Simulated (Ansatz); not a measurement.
System BeTe (space group F-43m, No. 216); source of the atomic positions: the geometry relaxed with Ansatz 0.2.0, DFT LDA, scalar-relativistic, plane waves, PAW.

```cif
data_structure
_symmetry_space_group_name_H-M 'F-43m'
_symmetry_Int_Tables_number 216
_cell_length_a 5.5546
_cell_length_b 5.5546
_cell_length_c 5.5546
_cell_angle_alpha 90.000
_cell_angle_beta 90.000
_cell_angle_gamma 90.000
_cell_volume 171.38
loop_
_atom_site_label
_atom_site_type_symbol
_atom_site_symmetry_multiplicity
_atom_site_Wyckoff_symbol
_atom_site_fract_x
_atom_site_fract_y
_atom_site_fract_z
_atom_site_occupancy
Be1 Be 4 a 0.00000 0.00000 0.00000 1
Te1 Te 4 c 0.25000 0.75000 0.75000 1
```

Bonds are taken as Be–Te below 2.7 Å; no other contact counts. The graph is simplified in the usual way: terminal and isolated atoms are pruned, two-connected atoms become edges.

Derive the underlying net.

The result is a uninodal 4-connected, three-periodic net: Be and Te are 4-connected nodes. It is the dia net, known from diamond, zinc blende and cristobalite. It is a single net, without interpenetration.

```json
{"node": "Be and Te", "links": "4", "point symbol": "6^6", "coordination sequence": "4 12 24 42 64"}
```

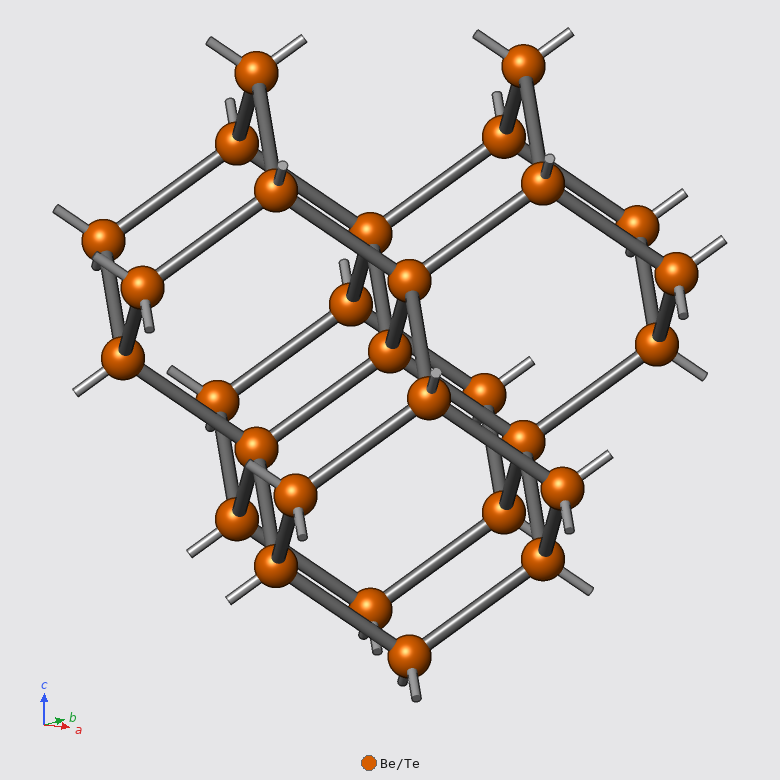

Nodes are coloured by topological kind. Short stubs are edges that leave the cut-out.
